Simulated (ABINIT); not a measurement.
## Run report: ZrS$_{2}$, single-point calculation

System: ZrS$_{2}$ (3 atoms in the cell).
Method: Kohn-Sham DFT of a periodic cell, PBE, JTH PAW PBE v2.0, no spin polarisation (ABINIT 10.8.3).

The structure derives from a Materials Project entry.

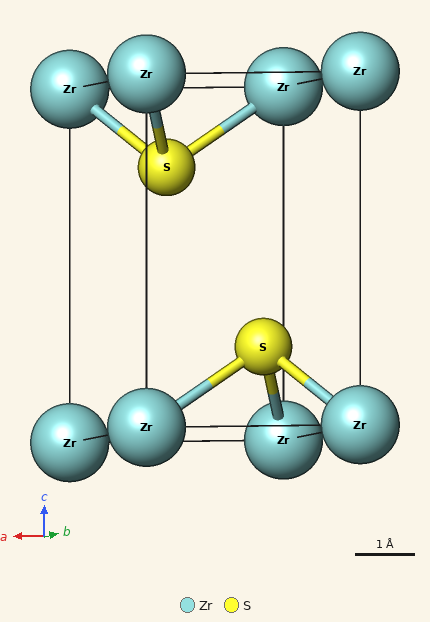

The input geometry (ball-and-stick view of the cell of the calculation, seen at an oblique angle). Near neighbours in the crystal (not all of them lie inside the picture): Zr has 6 S at 2.57 Å; S has 3 Zr at 2.57 Å.

**Key numbers**

- outcome: converged
- space group (tolerance 0.01 Å): P-3m1 (164)
- electrons treated: 24
- free energy: −1859.3353 eV
- Fermi energy: 5.711 eV
- gap on the k-point mesh: 1.07 eV
- pressure: 0.39 GPa
- largest force (length of the vector): 0.025 eV/Å
- hardware: 1 thread of Intel Xeon (Sapphire Rapids), 16 GiB of memory available, shared host
- wall time: 24 s
- peak memory: 0.14 GiB

**Input**
```
# Pseudopotentials
pp_dirpath "./"
pseudos "Zr.GGA_PBE-JTH.xml, S.GGA_PBE-JTH.xml"

# Structure
acell 3.6913825498 3.6913825498 6.04107701 Angstrom
rprim
     1.0000000000     0.0000000000     0.0000000000
    -0.5000000000     0.8660254038     0.0000000000
     0.0000000000     0.0000000000     1.0000000000
ntypat 2
znucl 40 16
natom 3
typat 1 2 2
xred
     0.0000000000     0.0000000000     0.0000000000
     0.3333333333     0.6666666667     0.2379099700
     0.6666666667     0.3333333333     0.7620900300

# Plane-wave basis
ecut 20.0
pawecutdg 40.0

# k points
kptopt 1
ngkpt 6 6 4
nshiftk 1
shiftk 0.0 0.0 0.0

# Exchange and correlation
ixc 11

# Bands and occupations
nband 16
occopt 3
tsmear 0.00183747

# SCF cycle
nstep 100
tolvrs 1.0e-9

# Output
iomode 3
prtwf 0
prteig 0
prtebands 0
enunit 1
prtden 1
prtvha 1
prtvclmb 1
prtpot 1
```

Launched with:
```bash
abinit run.abi > log 2>&1
```

**What the program printed**
```
.Version 10.8.3 of ABINIT
 Symmetries : space group P-3 m 1 (#164); Bravais hP (primitive hexag.)
================================================================================
 Values of the parameters that define the memory need of the present run
     intxc =       0    ionmov =       0      iscf =      17    lmnmax =      18
     lnmax =       6     mgfft =      48  mpssoang =       3    mqgrid =    3251
     natom =       3  nloc_mem =       2    nspden =       1   nspinor =       1
    nsppol =       1      nsym =      12    n1xccc =       1    ntypat =       2
    occopt =       3   xclevel =       2
       mpw =        2066          nfft =       43200          nkpt =          24
 PAW method is used; the additional fine FFT grid is defined by:
   mgfftf=        72    nfftf =    115200
================================================================================
================================================================================

--------------------------------------------------------------------------------
------------- Echo of variables that govern the present computation ------------
--------------------------------------------------------------------------------
 -outvars: echo values of preprocessed input variables --------
            acell      6.9757020451E+00  6.9757020451E+00  1.1415981054E+01 Bohr
              amu      9.12240000E+01  3.20660000E+01
             ecut      2.00000000E+01 Hartree
           enunit           1
              ixc          11
         kptrlatt        6    0    0      0    6    0      0    0    4
          kptrlen      4.18542123E+01
            natom           3
            nband          16
            ngfft          30      30      48
          ngfftdg          40      40      72
             nkpt          24
            nstep         100
             nsym          12
           ntypat           2
           occopt           3
        pawecutdg      4.00000000E+01 Hartree
         pawxcdev           0
        prtebands           0
           prteig           0
           prtpot           1
         prtvclmb           1
           prtvha           1
            prtwf           0
            rprim      1.0000000000E+00  0.0000000000E+00  0.0000000000E+00
                      -5.0000000000E-01  8.6602540380E-01  0.0000000000E+00
                       0.0000000000E+00  0.0000000000E+00  1.0000000000E+00
          spgroup         164
           tolvrs      1.00000000E-09
           tsmear      1.83747000E-03 Hartree
            typat      1  2  2
           useylm           1
           xangst      0.0000000000E+00  0.0000000000E+00  0.0000000000E+00
                       2.8185639222E-17  2.1312207088E+00  1.4372324502E+00
                       1.8456912749E+00  1.0656103544E+00  4.6038445598E+00
            xcart      0.0000000000E+00  0.0000000000E+00  0.0000000000E+00
                       5.3263138814E-17  4.0274234536E+00  2.7159757102E+00
                       3.4878510225E+00  2.0137117268E+00  8.7000053442E+00
             xred      0.0000000000E+00  0.0000000000E+00  0.0000000000E+00
                       3.3333333333E-01  6.6666666667E-01  2.3790997000E-01
                       6.6666666667E-01  3.3333333333E-01  7.6209003000E-01
            znucl       40.00000   16.00000

================================================================================

 chkinp: Checking input parameters for consistency.

================================================================================
== DATASET  1 ==================================================================

--- !DatasetInfo
iteration_state: {dtset: 1, }
dimensions: {natom: 3, nkpt: 24, mband: 16, nsppol: 1, nspinor: 1, nspden: 1, mpw: 2066, }
cutoff_energies: {ecut:  20.0, pawecutdg:  40.0, }
electrons: {nelect:   2.40000000E+01, charge:   0.00000000E+00, occopt:   3.00000000E+00, tsmear:   1.83747000E-03, }
meta: {optdriver: 0, ionmov: 0, optcell: 0, iscf: 17, paral_kgb: 0, }
...

 Exchange-correlation functional for the present dataset will be:
  GGA: Perdew-Burke-Ernzerhof functional - ixc=11
  J.P.Perdew, K.Burke, M.Ernzerhof, PRL 77, 3865 (1996)

 Real(R)+Recip(G) space primitive vectors, cartesian coordinates (Bohr,Bohr^-1):
 R(1)=  6.9757020  0.0000000  0.0000000  G(1)=  0.1433547  0.0827659  0.0000000
 R(2)= -3.4878510  6.0411352  0.0000000  G(2)=  0.0000000  0.1655318  0.0000000
 R(3)=  0.0000000  0.0000000 11.4159811  G(3)=  0.0000000  0.0000000  0.0875965
 Unit cell volume ucvol=  4.8108267E+02 bohr^3
 Angles (23,13,12)=  9.00000000E+01  9.00000000E+01  1.20000000E+02 degrees

 Coarse grid specifications (used for wave-functions):

 getcut: wavevector=  0.0000  0.0000  0.0000  ngfft=  30  30  48
         ecut(hartree)=     20.000   => boxcut(ratio)=   2.08856

 Fine grid specifications (used for densities):

 getcut: wavevector=  0.0000  0.0000  0.0000  ngfft=  40  40  72
         ecut(hartree)=     40.000   => boxcut(ratio)=   2.01408

--- Pseudopotential description ------------------------------------------------
- pspini: atom type   1  psp file is ./Zr.GGA_PBE-JTH.xml
 Pseudopotential format is: paw10
 basis_size (lnmax)=  6 (lmn_size= 18), orbitals=   0   0   1   1   2   2
 Spheres core radius: rc_sph= 2.22030268
 Shapefunction is BESSEL type: shapef(r,l)=aa(1,l)*jl(q(1,l)*r)+aa(2,l)*jl(q(2,l)*r)
 Radius for shape functions =  2.22030268
 Compensation charge density is not taken into account in XC energy/potential

- pspini: atom type   2  psp file is ./S.GGA_PBE-JTH.xml
 Pseudopotential format is: paw10
 basis_size (lnmax)=  4 (lmn_size=  8), orbitals=   0   0   1   1
 Spheres core radius: rc_sph= 1.90380259
 Shapefunction is SIN type: shapef(r)=[sin(pi*r/rshp)/(pi*r/rshp)]**2
 Radius for shape functions =  1.40128485
 Compensation charge density is not taken into account in XC energy/potential

   5.29657662E+02                                ecore*ucvol(ha*bohr**3)
--------------------------------------------------------------------------------

================================================================================

--- !BeginCycle
iteration_state: {dtset: 1, }
solver: {iscf: 17, nstep: 100, nline: 4, wfoptalg: 10, }
tolerances: {tolvrs: 1.00E-09, }
...

     iter   Etot(hartree)      deltaE(h)  residm     nres2
 ETOT  1  -68.309582610723    -6.831E+01 2.187E-01 1.386E+01
 ETOT  2  -68.331160506807    -2.158E-02 4.020E-02 2.114E+00
 ETOT  3  -68.329048916644     2.112E-03 3.204E-03 3.545E-01
 ETOT  4  -68.329373575020    -3.247E-04 8.115E-04 1.494E-02
 ETOT  5  -68.329302884583     7.069E-05 4.192E-04 1.235E-03
 ETOT  6  -68.329309158992    -6.274E-06 2.919E-04 1.348E-04
 ETOT  7  -68.329310167559    -1.009E-06 3.551E-04 3.334E-05
 ETOT  8  -68.329310867824    -7.003E-07 2.346E-04 5.026E-06
 ETOT  9  -68.329310919202    -5.138E-08 2.668E-04 5.048E-07
 ETOT 10  -68.329310928895    -9.693E-09 1.610E-04 3.398E-08
 ETOT 11  -68.329310929711    -8.154E-10 1.744E-04 4.402E-09
 ETOT 12  -68.329310929778    -6.737E-11 1.662E-04 3.786E-10

 At SCF step   12       nres2   =  3.79E-10 < tolvrs=  1.00E-09 =>converged.

 Cartesian components of stress tensor (hartree/bohr^3)
  sigma(1 1)= -3.01657826E-06  sigma(3 2)=  0.00000000E+00
  sigma(2 2)= -3.01657834E-06  sigma(3 1)=  0.00000000E+00
  sigma(3 3)= -3.34028461E-05  sigma(2 1)=  0.00000000E+00

--- !ResultsGS
iteration_state: {dtset: 1, }
comment   : Summary of ground state results
lattice_vectors:
- [  6.9757020,   0.0000000,   0.0000000, ]
- [ -3.4878510,   6.0411352,   0.0000000, ]
- [  0.0000000,   0.0000000,  11.4159811, ]
lattice_lengths: [   6.97570,    6.97570,   11.41598, ]
lattice_angles: [ 90.000,  90.000, 120.000, ] # degrees, (23, 13, 12)
lattice_volume:   4.8108267E+02
convergence: {deltae: -6.737E-11, res2:  3.786E-10, residm:  1.662E-04, diffor: null, }
etotal    :  -6.83293109E+01
entropy   :   0.00000000E+00
fermie    :   2.09875091E-01
cartesian_stress_tensor: # hartree/bohr^3
- [ -3.01657826E-06,   0.00000000E+00,   0.00000000E+00, ]
- [  0.00000000E+00,  -3.01657834E-06,   0.00000000E+00, ]
- [  0.00000000E+00,   0.00000000E+00,  -3.34028461E-05, ]
pressure_GPa:   3.8675E-01
xred      :
- [  0.0000E+00,   0.0000E+00,   0.0000E+00, Zr]
- [  3.3333E-01,   6.6667E-01,   2.3791E-01,  S]
- [  6.6667E-01,   3.3333E-01,   7.6209E-01,  S]
cartesian_forces: # hartree/bohr
- [  1.54401390E-28,  -2.67431052E-28,  -1.80700362E-20, ]
- [  1.54401390E-28,   8.91436839E-29,   4.84807595E-04, ]
- [ -3.08802779E-28,   1.78287368E-28,  -4.84807595E-04, ]
force_length_stats: {min:   1.80700362E-20, max:   4.84807595E-04, mean:   3.23205063E-04, }
...

 Integrated electronic density in atomic spheres:
 ------------------------------------------------
 Atom  Sphere_radius  Integrated_density
    1        2.22030          8.91024361
    2        1.90380          3.59573916
    3        1.90380          3.59573916

================================================================================

 ----iterations are completed or convergence reached----

 Mean square residual over all n,k,spin=   85.438E-08; max=  16.616E-05
 reduced coordinates (array xred) for    3 atoms
       0.000000000000      0.000000000000      0.000000000000
       0.333333333333      0.666666666667      0.237909970000
       0.666666666667      0.333333333333      0.762090030000
 rms dE/dt=  2.6090E-03; max dE/dt=  5.5346E-03; dE/dt below (all hartree)
    1       0.000000000000      0.000000000000      0.000000000000
    2       0.000000000000     -0.000000000000     -0.005534554321
    3       0.000000000000     -0.000000000000      0.005534554321

 cartesian coordinates (angstrom) at end:
    1      0.00000000000000     0.00000000000000     0.00000000000000
    2      0.00000000000000     2.13122070884721     1.43723245021679
    3      1.84569127490000     1.06561035442361     4.60384455978321

 cartesian forces (hartree/bohr) at end:
    1      0.00000000000000    -0.00000000000000    -0.00000000000000
    2      0.00000000000000     0.00000000000000     0.00048480759509
    3     -0.00000000000000     0.00000000000000    -0.00048480759509
 frms,max,avg= 2.2854049E-04 4.8480760E-04   0.000E+00  0.000E+00  0.000E+00 h/b

 cartesian forces (eV/Angstrom) at end:
    1      0.00000000000000    -0.00000000000000    -0.00000000000000
    2      0.00000000000000     0.00000000000000     0.02492980888467
    3     -0.00000000000000     0.00000000000000    -0.02492980888467
 frms,max,avg= 1.1752025E-02 2.4929809E-02   0.000E+00  0.000E+00  0.000E+00 e/A
 length scales=  6.975702045077  6.975702045077 11.415981054418 bohr
              =  3.691382549800  3.691382549800  6.041077010000 angstroms
 Fermi (or HOMO) energy (eV) =   5.71099   Average Vxc (eV)=  -9.45801
 Eigenvalues (   eV  ) for nkpt=  24  k points:
 kpt#   1, nband= 16, wtk=  0.00694, kpt=  0.0000  0.0000  0.0000 (reduced coord)
 -43.80661  -21.86039  -21.71131  -21.71131   -7.37001   -5.97429    1.00442    2.43641
   2.43641    5.11433    5.11433    5.15617    6.79083    6.79083    7.62900   10.19617
 prteigrs : prtvol=0 or 1, do not print more k-points.

--- !EnergyTerms
iteration_state     : {dtset: 1, }
comment             : Components of total free energy in Hartree
kinetic             :  2.09652739395054E+01
hartree             :  1.84078847536699E+01
xc                  : -1.41639984871984E+01
Ewald energy        : -4.66085508302588E+01
psp_core            :  1.10097014887455E+00
local_psp           : -6.31289720286024E+01
PAW spherical_terms :  1.50980756129363E+01
internal            : -6.83293168910735E+01
'-kT*entropy'       : -8.22168590106604E-08
total_energy        : -6.83293169732904E+01
total_energy_eV     : -1.85933543608427E+03
...

--- !EnergyTermsDC
iteration_state     : {dtset: 1, }
comment             : '"Double-counting" decomposition of free energy'
band_energy         : -7.66895281424934E+00
Ewald energy        : -4.66085508302588E+01
psp_core            :  1.10097014887455E+00
xc_dc               : -1.73106652560526E+01
PAW spherical_terms :  2.15788790412496E+00
internal            : -6.83293108475612E+01
'-kT*entropy'       : -8.22168590106604E-08
total_energy_dc     : -6.83293109297781E+01
total_energy_dc_eV  : -1.85933527163192E+03
...

--- !EnergyTermsWithPAWCore
iteration_state     : {dtset: 1, }
comment             : 'Components of total free energy, including PAW core contributions'
Total energy        : -4.39736323940803E+03
Total energy DC     : -4.39736323336452E+03
Total energy (eV)   : -1.19658349571410E+05
Total energy DC (eV): -1.19658349406958E+05
...

 Cartesian components of stress tensor (hartree/bohr^3)
  sigma(1 1)= -3.01657826E-06  sigma(3 2)=  0.00000000E+00
  sigma(2 2)= -3.01657834E-06  sigma(3 1)=  0.00000000E+00
  sigma(3 3)= -3.34028461E-05  sigma(2 1)=  0.00000000E+00

-Cartesian components of stress tensor (GPa)         [Pressure=  3.8675E-01 GPa]
- sigma(1 1)= -8.87507964E-02  sigma(3 2)=  0.00000000E+00
- sigma(2 2)= -8.87507988E-02  sigma(3 1)=  0.00000000E+00
- sigma(3 3)= -9.82745661E-01  sigma(2 1)=  0.00000000E+00

== END DATASET(S) ==============================================================
================================================================================

 -outvars: echo values of variables after computation  --------
            acell      6.9757020451E+00  6.9757020451E+00  1.1415981054E+01 Bohr
           etotal     -6.8329310930E+01
            fcart      1.5440138961E-28 -2.6743105156E-28 -1.8070036208E-20
                       1.5440138961E-28  8.9143683853E-29  4.8480759509E-04
                      -3.0880277922E-28  1.7828736771E-28 -4.8480759509E-04
            rprim      1.0000000000E+00  0.0000000000E+00  0.0000000000E+00
                      -5.0000000000E-01  8.6602540380E-01  0.0000000000E+00
                       0.0000000000E+00  0.0000000000E+00  1.0000000000E+00
           strten     -3.0165782554E-06 -3.0165783375E-06 -3.3402846076E-05
                       0.0000000000E+00  0.0000000000E+00  0.0000000000E+00
           xangst      0.0000000000E+00  0.0000000000E+00  0.0000000000E+00
                       2.8185639222E-17  2.1312207088E+00  1.4372324502E+00
                       1.8456912749E+00  1.0656103544E+00  4.6038445598E+00
             xred      0.0000000000E+00  0.0000000000E+00  0.0000000000E+00
                       3.3333333333E-01  6.6666666667E-01  2.3790997000E-01
                       6.6666666667E-01  3.3333333333E-01  7.6209003000E-01
 Calculation completed.
```
